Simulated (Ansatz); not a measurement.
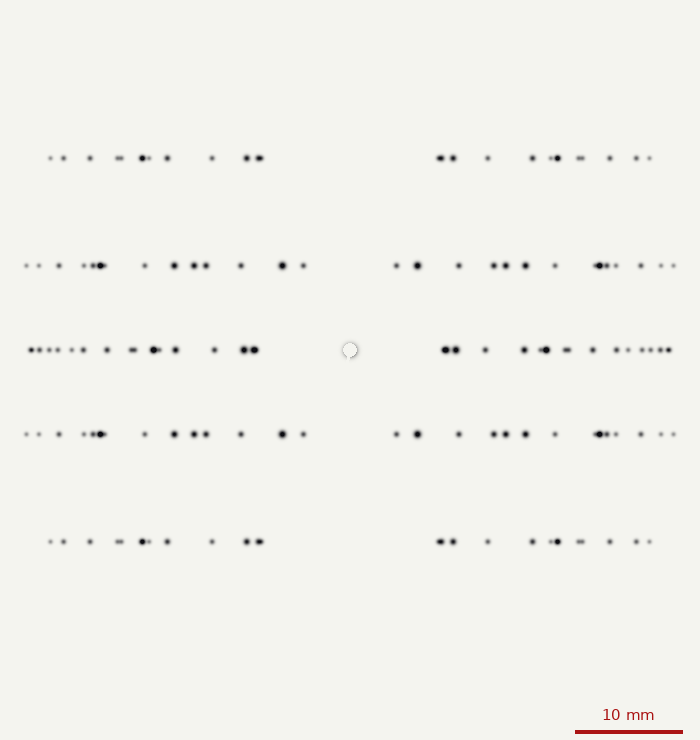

Simulated X-ray rotation photograph: Mo Kα radiation (λ = 0.7107 Å), cylindrical film of radius 28.65 mm unrolled, rotation axis vertical and normal to the beam, kinematic intensities without Lorentz or polarisation factors, the film spanning ±63° about the beam; spots down to d = 0.69 Å.

Question: What lattice repeat along the rotation axis do the layer lines give?

Answer: The first layer line lies 7.9 mm from the equator, so tan ν = 0.277, sin ν = 0.267 and the period is λ/sin ν = 2.67 Å. Further lines follow at 18.1 mm.

The crystal is Si, space group P6_3/mmc (No. 194), a = 2.666 Å, c = 4.496 Å (hexagonal axes). Structure: the end point of a relaxation with DFT, LDA (PW92), plane waves (420 eV) with PAW, scalar-relativistic in Ansatz 0.2.0; the starting structure was generated, so it need not be a known form of this composition.

Question: About which axis was it rotated?

Answer: About [100] (or an equivalent direction), whose length in the conventional cell is 2.666 Å.
